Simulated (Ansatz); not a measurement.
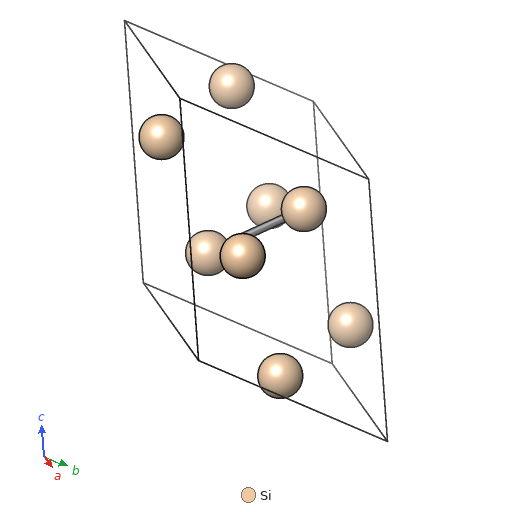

System: Si, space group R-3 (No. 148). The picture shows the cell.

The given structure:
```
CELL_PARAMETERS angstrom
4.71552 2.72251 1.88873
-4.71552 2.72251 1.88873
0.00000 -5.44502 1.88873
ATOMIC_POSITIONS crystal
Si 0.01615 0.71412 0.51758
Si 0.98385 0.28588 0.48242
Si 0.71242 0.71242 0.71242
Si 0.28588 0.48242 0.98385
Si 0.48242 0.98385 0.28588
Si 0.71412 0.51758 0.01615
Si 0.28758 0.28758 0.28758
Si 0.51758 0.01615 0.71412
```

Computed with Ansatz 0.2.0: one atom of a crystal moved along a line, all else fixed, by plane-wave density functional theory with PAW datasets, free energies less that of the undisturbed cell, pressure positive in compression; scalar-relativistic. Level: r2SCAN, no spin polarisation.

- wave cutoff: 500 eV
- k mesh: 12×12×12
- occupations: Gaussian
- smearing width: 0.15 eV
- k shift: (0, 0, 0) (mesh steps)
- start: relaxed
- moved atom: 3
- direction: (0.599, 0.7959, 0.08785) (Cartesian unit vector)

Describe the result: the energy change, force along the direction (sum over moved atoms) and pressure against displacement. The displacement takes the values −0.4500, −0.2250, 0.0000, 0.3375 Å.

The energy rises on both sides of the starting structure, which is therefore a minimum along this path. The energy change is 0.9443 eV/cell at displacement −0.4500 Å and 0.9876 eV/cell at 0.3375 Å; the lowest computed point is at displacement 0.0000 Å (0.0000 eV/cell). The force along the direction (sum over moved atoms) falls from 3.4 eV/Å at displacement −0.4500 Å to −6.8 eV/Å at 0.3375 Å, and changes sign near 0.00 Å. The pressure goes from 1.948 GPa at displacement −0.4500 Å to 1.883 GPa at 0.3375 Å, not monotonically, with a low of −0.006 GPa at 0.0000 Å.

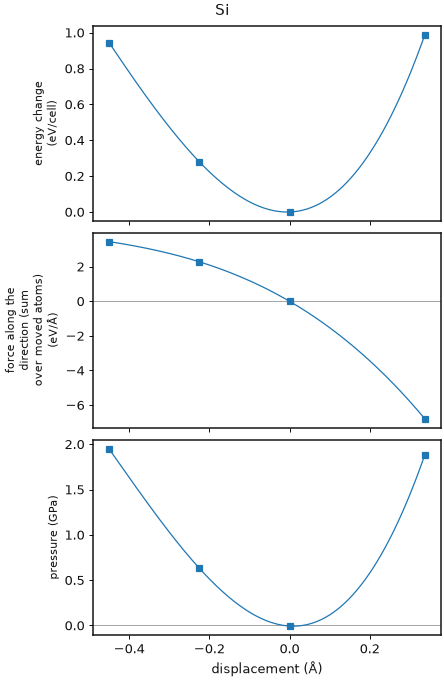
